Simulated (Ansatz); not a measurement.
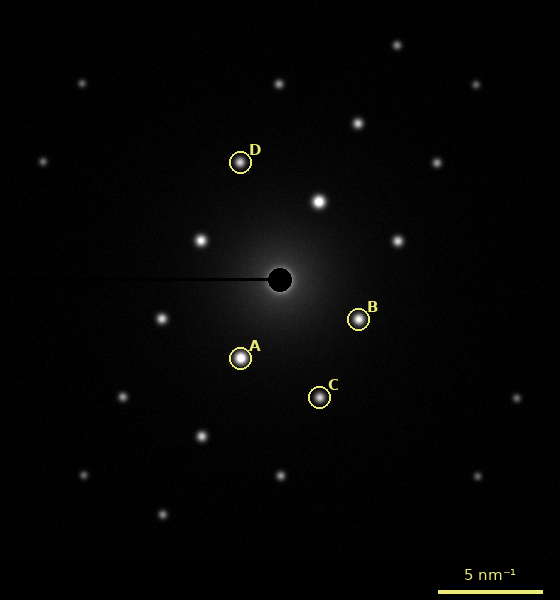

Computed electron diffraction pattern, 300 kV, single scattering only, B = 0.5 Å². The zone axis points towards the electron source and the pattern is seen from the source side.

The sample is Rh, space group I4_1/amd (No. 141), a = 4.74 Å, c = 2.71 Å. Structure: the end point of a relaxation with Ansatz 0.2.0, DFT r2SCAN, scalar-relativistic, plane waves, PAW; the starting structure was generated, so it need not be a known form of this composition.

```tsv
atom	site	symmetry	x	y	z
Rh	4a	-4m2	0.0000	0.0000	0.0000
```

Spot A is indexed 0 -2 0 and spot B 1 0 -1.

Q: What are the indices of the remaining marked spots?

A: C = A + B = 1 -2 -1 (d = 1.670 Å). D = −A − B = -1 2 1 (d = 1.670 Å).

Q: Find the zone axis.

A: The cross product of A and B is parallel to [101]; every spot obeys hu + kv + lw = 0.
